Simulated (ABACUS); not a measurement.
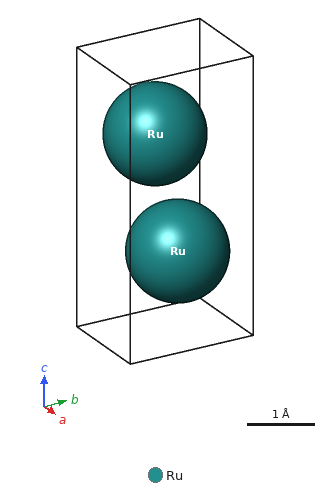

The input geometry (spheres-only view of the cell of the calculation, seen slightly off an axis).

Single-point calculation, with input and output: Ru (part 1 of 2)

The run: single-point calculation of Ru (P-1, 2 atoms in the cell). Method and program: Kohn-Sham DFT of a periodic cell, PBE, PseudoDojo NC SR 0.4.1 PBE standard, no spin polarisation (ABACUS 3.10.1).

The structure derives from an entry of the Crystallography Open Database. It belongs to a series of runs on one base structure; here: atoms moved at random by about 0.05 A.

## Input file
```
INPUT_PARAMETERS
suffix              Ru
calculation         scf
basis_type          lcao
pseudo_dir          ./
orbital_dir         ./
symmetry            1
dft_functional      pbe
ecutwfc             100
pseudo_rcut         10
nspin               1
nbands              20
ks_solver           genelpa
smearing_method     fd
smearing_sigma      0.00367493
scf_thr             1e-07
scf_nmax            100
mixing_type         broyden
mixing_beta         0.7
cal_force           1
cal_stress          1
out_mul             1
out_chg             1
out_pot             2
out_elf             1
```

## File STRU
```
ATOMIC_SPECIES
Ru 101.0700 Ru.upf

NUMERICAL_ORBITAL
Ru_confined-atom_7au_3s2p2d1f.orb

LATTICE_CONSTANT
1.8897261246

LATTICE_VECTORS
2.7058000000 0.0000000000 0.0000000000
-1.3529000000 2.3432915376 0.0000000000
0.0000000000 0.0000000000 4.2819000000

ATOMIC_POSITIONS
Direct

Ru
0.0
2
0.6723620000 0.3438460000 0.7451840000 1 1 1
0.3215740000 0.6804310000 0.2436670000 1 1 1
```

## File KPT
```
K_POINTS
0
Gamma
11 11 6 0 0 0
```

Command:
```bash
OMP_NUM_THREADS=1 mpirun -np 4 abacus > log
```

## The program's output
```
ABACUS v3.10.1

               Atomic-orbital Based Ab-initio Computation at UStc

 ------------------------------------------------------------------------------------

 READING GENERAL INFORMATION
                           global_out_dir = OUT.Ru/
                           global_in_card = INPUT
                               pseudo_dir = ./
                              orbital_dir = ./
                                    DSIZE = 4
                                    GSIZE = 1

 READING UNITCELL INFORMATION
                                    ntype = 1
                  lattice constant (Bohr) = 1.88973
              lattice constant (Angstrom) = 1

 READING ATOM TYPE 1
                               atom label = Ru
                      L=0, number of zeta = 3
                      L=1, number of zeta = 2
                      L=2, number of zeta = 2
                      L=3, number of zeta = 1
             number of atom for this type = 2

                        TOTAL ATOM NUMBER = 2
DIRECT COORDINATES
    atom                   x                   y                   z     mag                  vx                  vy                  vz
taud_Ru1            0.6723620000        0.3438460000        0.7451840000  0.0000        0.0000000000        0.0000000000        0.0000000000
taud_Ru2            0.3215740000        0.6804310000        0.2436670000  0.0000        0.0000000000        0.0000000000        0.0000000000

                          Volume (Bohr^3) = 183.213
                             Volume (A^3) = 27.1493

 Lattice vectors: (Cartesian coordinate: in unit of a_0)
              +2.7058                  +0                  +0
              -1.3529            +2.34329                  +0
                   +0                  +0             +4.2819
 Reciprocal vectors: (Cartesian coordinate: in unit of 2 pi/a_0)
            +0.369576           +0.213375                  -0
                   -0            +0.42675                  -0
                   +0                  -0           +0.233541
 The esolver type has been set to : ksdft_lcao

                PAO radial cut off (Bohr) = 10

 Read in pseudopotential file is Ru.upf
                     pseudopotential type = NC
          exchange-correlation functional = PBE
                 nonlocal core correction = 1
                        valence electrons = 16
                                     lmax = 2
                           number of zeta = 4
                     number of projectors = 6
                           L of projector = 0
                           L of projector = 0
                           L of projector = 1
                           L of projector = 1
                           L of projector = 2
                           L of projector = 2
     initial pseudo atomic orbital number = 20

 SETUP THE ELECTRONS NUMBER
            electron number of element Ru = 16
      total electron number of element Ru = 32
            AUTOSET number of electrons:  = 32
                           occupied bands = 16
                                   NLOCAL = 52
                                   NBANDS = 20
                                   NBANDS = 20
                                   NLOCAL = 52

%%%%%%%%%%%%%%%%%%%%%%%%%%%%%%%%%%%%%%%%%%%%%%%%%%%%%%%%%%%%%%%%%%%%%%%%%%%%%%%%%%%%%%%%%%%%%%%%%%%%%%%%%%
 Warning: the number of valence electrons in pseudopotential > 8 for Ru: [Kr] 4d7 5s1
 Pseudopotentials with additional electrons can yield (more) accurate outcomes, but may be less efficient.
 If you're confident that your chosen pseudopotential is appropriate, you can safely ignore this warning.
%%%%%%%%%%%%%%%%%%%%%%%%%%%%%%%%%%%%%%%%%%%%%%%%%%%%%%%%%%%%%%%%%%%%%%%%%%%%%%%%%%%%%%%%%%%%%%%%%%%%%%%%%%

 SETUP THE PLANE WAVE BASIS
 energy cutoff for charge/potential (unit:Ry) = 400
            fft grid for charge/potential = [ 36, 36, 54 ]
                        fft grid division = [ 4, 4, 2 ]
        big fft grid for charge/potential = [ 9, 9, 27 ]
                                     nbxx = 567
                                     nrxx = 18144

 SETUP PLANE WAVES FOR CHARGE/POTENTIAL
                    number of plane waves = 24675
                         number of sticks = 721

 PARALLEL PW FOR CHARGE/POTENTIAL
     PROC   COLUMNS(POT)             PW
        1            180           6168
        2            181           6171
        3            180           6168
        4            180           6168
 --------------- sum -------------------
        4            721          24675
                            number of |g| = 1115
                                  max |g| = 36.1706
                                  min |g| = 0.182116

----------- Double Check Mixing Parameters Begin ------------
mixing_type: broyden
mixing_beta: 0.7
mixing_gg0: 1
mixing_gg0_min: 0.1
mixing_ndim: 8
----------- Double Check Mixing Parameters End ------------

 LATTICE VECTORS: (CARTESIAN COORDINATE: IN UNIT OF A0)
              +2.7058                  +0                  +0
              -1.3529            +2.34329                  +0
                   +0                  +0             +4.2819
                       right hand lattice = 1
                                   NORM_A = 2.7058
                                   NORM_B = 2.7058
                                   NORM_C = 4.2819
                           ALPHA (DEGREE) = 90
                           BETA  (DEGREE) = 90
                           GAMMA (DEGREE) = 120

 The lattice vectors have been changed (STRU_SIMPLE.cif)

(for optimal symmetric configuration:)
                             BRAVAIS TYPE = 4
                     BRAVAIS LATTICE NAME = 04. Hexagonal cell
                                    ibrav = 4
                                    IBRAV = 4
                                  BRAVAIS = HEXAGONAL CELL
                       LATTICE CONSTANT A = 2.7058
                                C/A RATIO = 1.58249
Original cell was already a primitive cell.
                        ROTATION MATRICES = 24
              PURE POINT GROUP OPERATIONS = 1
                   SPACE GROUP OPERATIONS = 2
                              POINT GROUP = C_1
                                       C2 = 0
                                       C3 = 0
                                       C4 = 0
                                       C6 = 0
                                       S1 = 0
                                       S3 = 0
                                       S4 = 0
                                       S6 = 0
               POINT GROUP IN SPACE GROUP = S_2

 SETUP K-POINTS
                                    nspin = 1
                   Input type of k points = Monkhorst-Pack(Gamma)
                                   nkstot = 726
                       right hand lattice = 1
(for reciprocal lattice: )
                             BRAVAIS TYPE = 4
                     BRAVAIS LATTICE NAME = 04. Hexagonal cell
                                    ibrav = 4
                       right hand lattice = 1
(for k-lattice: )
                             BRAVAIS TYPE = 4
                     BRAVAIS LATTICE NAME = 04. Hexagonal cell
                                    ibrav = 4
                       right hand lattice = 1
                        ROTATION MATRICES = 24
                               nkstot_ibz = 364
K-POINTS REDUCTION ACCORDING TO SYMMETRY
     IBZ    DIRECT_X    DIRECT_Y    DIRECT_Z  WEIGHT  ibz2bz
       1  0.00000000  0.00000000  0.00000000  0.0014       0
       2  0.09090909  0.00000000  0.00000000  0.0028       1
       3  0.18181818  0.00000000  0.00000000  0.0028       2
       4  0.27272727  0.00000000  0.00000000  0.0028       3
       5  0.36363636  0.00000000  0.00000000  0.0028       4
       6  0.45454545  0.00000000  0.00000000  0.0028       5
       7  0.00000000  0.09090909  0.00000000  0.0028      11
       8  0.09090909  0.09090909  0.00000000  0.0028      12
       9  0.18181818  0.09090909  0.00000000  0.0028      13
      10  0.27272727  0.09090909  0.00000000  0.0028      14
      11  0.36363636  0.09090909  0.00000000  0.0028      15
      12  0.45454545  0.09090909  0.00000000  0.0028      16
      13  0.45454545 -0.09090909  0.00000000  0.0028      17
      14  0.36363636 -0.09090909  0.00000000  0.0028      18
      15  0.27272727 -0.09090909  0.00000000  0.0028      19
      16  0.18181818 -0.09090909  0.00000000  0.0028      20
      17 -0.09090909  0.09090909  0.00000000  0.0028      21
      18  0.00000000  0.18181818  0.00000000  0.0028      22
      19  0.09090909  0.18181818  0.00000000  0.0028      23
      20  0.18181818  0.18181818  0.00000000  0.0028      24
      21  0.27272727  0.18181818  0.00000000  0.0028      25
      22  0.36363636  0.18181818  0.00000000  0.0028      26
      23  0.45454545  0.18181818  0.00000000  0.0028      27
      24  0.45454545 -0.18181818  0.00000000  0.0028      28
      25  0.36363636 -0.18181818  0.00000000  0.0028      29
      26  0.27272727 -0.18181818  0.00000000  0.0028      30
      27 -0.18181818  0.18181818  0.00000000  0.0028      31
      28 -0.09090909  0.18181818  0.00000000  0.0028      32
      29  0.00000000  0.27272727  0.00000000  0.0028      33
      30  0.09090909  0.27272727  0.00000000  0.0028      34
[... 334 further k points ...]

                               nkstot now = 364
[... K-POINTS DIRECT COORDINATES: 364 rows ...]

           k-point number in this process = 364
       minimum distributed K point number = 364
[... stars of the k points ...]

[... K-POINTS CARTESIAN COORDINATES: 364 rows ...]

[... K-POINTS DIRECT COORDINATES: 364 rows ...]

 SETUP PLANE WAVES FOR WAVE FUNCTIONS
     energy cutoff for wavefunc (unit:Ry) = 100
              fft grid for wave functions = [ 36, 36, 54 ]
                    number of plane waves = 4259
                         number of sticks = 223

 PARALLEL PW FOR WAVE FUNCTIONS
     PROC   COLUMNS(POT)             PW
        1             55           1065
        2             57           1065
        3             56           1066
        4             55           1063
 --------------- sum -------------------
        4            223           4259

 SET NONLOCAL PSEUDOPOTENTIAL PROJECTORS
 max number of nonlocal projetors among all species is 6

 -------------------------------------------
 SELF-CONSISTENT
 -------------------------------------------

 SETUP SEARCHING RADIUS FOR PROGRAM TO SEARCH ADJACENT ATOMS
                  longest orb rcut (Bohr) = 7
   longest nonlocal projector rcut (Bohr) = 1.42
                     search radius (Bohr) = 16.8
              searching radius is (Bohr)) = 16.8
         searching radius unit is (Bohr)) = 1.89
                         PeriodicBoundary = 1
                        Radius(unit:lat0) = 8.91
                                   glayer = [ 5, 5, 4 ]
                             glayer_minus = [ 4, 4, 3 ]

Find the coordinate range of the input atom(unit:lat0).
                                  min_tau = [ -16.3, -8.57, -11.8 ]
                                  max_tau = [ 17.6, 11, 16 ]
                                BoxNumber = [ 9, 9, 7 ]

 SETUP EXTENDED REAL SPACE GRID FOR GRID INTEGRATION
                          real space grid = [ 36, 36, 54 ]
                 big cell numbers in grid = [ 9, 9, 27 ]
             meshcell numbers in big cell = [ 4, 4, 2 ]
                        extended fft grid = [ 15, 15, 24 ]
                dimension of extened grid = [ 40, 40, 76 ]
                            UnitCellTotal = 75
              Atom number in sub-FFT-grid = 2
    Local orbitals number in sub-FFT-grid = 52
                                ParaV.nnr = 46306
                                 init_chg = atomic

 LCAO ALGORITHM --------------- ION=   1  ELEC=   1--------------------------------

 Density error is 0.0786925979909
----------------------------------------------------------
     Energy           Rydberg                 eV
----------------------------------------------------------
 E_KohnSham     -404.2331997116      -5499.8748368495
 E_Harris       -410.4759836067      -5584.8122692054
 E_Fermi        1.8265368287         24.8513084768
----------------------------------------------------------

 LCAO ALGORITHM --------------- ION=   1  ELEC=   2--------------------------------

 Density error is 0.0238432268788
----------------------------------------------------------
     Energy           Rydberg                 eV
----------------------------------------------------------
 E_KohnSham     -404.3013881014      -5500.8025874890
 E_Harris       -402.1185769441      -5471.1039180909
 E_Fermi        1.7086843607         23.2478433885
----------------------------------------------------------

 LCAO ALGORITHM --------------- ION=   1  ELEC=   3--------------------------------

 Density error is 0.00485781226485
----------------------------------------------------------
     Energy           Rydberg                 eV
----------------------------------------------------------
 E_KohnSham     -404.3090809725      -5500.9072543694
 E_Harris       -404.4443389033      -5502.7475329279
 E_Fermi        1.7403833780         23.6791306450
----------------------------------------------------------

 LCAO ALGORITHM --------------- ION=   1  ELEC=   4--------------------------------

 Density error is 0.000326421570233
----------------------------------------------------------
     Energy           Rydberg                 eV
----------------------------------------------------------
 E_KohnSham     -404.3091031700      -5500.9075563815
 E_Harris       -404.2820563704      -5500.5395657943
 E_Fermi        1.7377056122         23.6426977724
----------------------------------------------------------

 LCAO ALGORITHM --------------- ION=   1  ELEC=   5--------------------------------

 Density error is 4.01934327537e-05
----------------------------------------------------------
     Energy           Rydberg                 eV
----------------------------------------------------------
 E_KohnSham     -404.3091040251      -5500.9075680159
 E_Harris       -404.3069463533      -5500.8782113846
 E_Fermi        1.7380376380         23.6472152159
----------------------------------------------------------

 LCAO ALGORITHM --------------- ION=   1  ELEC=   6--------------------------------

 Density error is 1.68845741577e-05
----------------------------------------------------------
     Energy           Rydberg                 eV
```
